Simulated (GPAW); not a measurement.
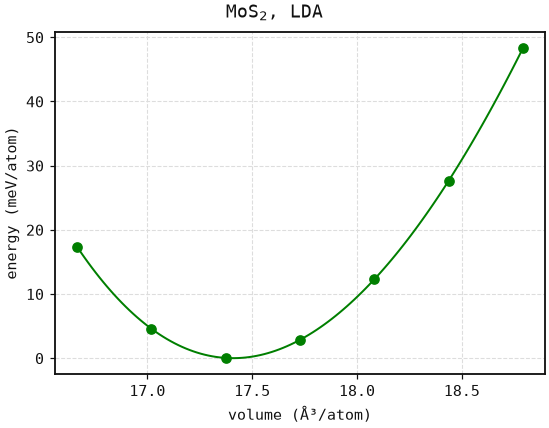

Plotted: energy against volume for MoS₂, space group R3m (No. 160).

The given structure:
```xyz
3
Lattice="1.5800 0.9122 6.1500 -1.5800 0.9122 6.1500 0.0000 -1.8244 6.1500" Properties=species:S:1:pos:R:3 pbc="T T T"
Mo    0.0000    0.0000    0.0000
S     0.0000    0.0000    7.6936
S     0.0000    0.0000    4.6125
```

Calculation (GPAW 26.7.0): PAW DFT in plane waves, on a grid or in atomic orbitals, no spin polarisation; energies at scaled volumes of the given cell, shape and fractions fixed, counted from the fit's minimum, third-order Birch-Murnaghan fit. Level: LDA.

k mesh 7×7×7; occupations Fermi–Dirac; smearing width 0.05 eV; potentials GPAW PAW data sets (gpaw data 1.2.1); wave cutoff 600 eV; program settings basis pw.

This calculation gives: equilibrium volume 17.41 Å³/atom and bulk modulus 162 GPa.

Now the level changes from LDA to r2SCAN. What happens?

The equilibrium volume rises from 17.41 to 18.22 Å³/atom (+4.7 %) and the bulk modulus falls from 162 to 148 GPa (−8.6 %).

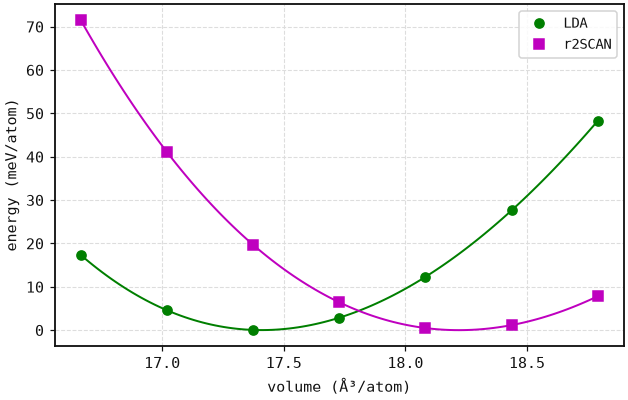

The two results together.

For LDA, limits of the calculation: shape and atomic fractions are frozen while scaling, which makes layered, chain and framework solids too stiff.

For r2SCAN, limits of the calculation: shape and atomic fractions are frozen while scaling, which makes layered, chain and framework solids too stiff.

V0 and the bulk modulus come from third-order Birch–Murnaghan fits.
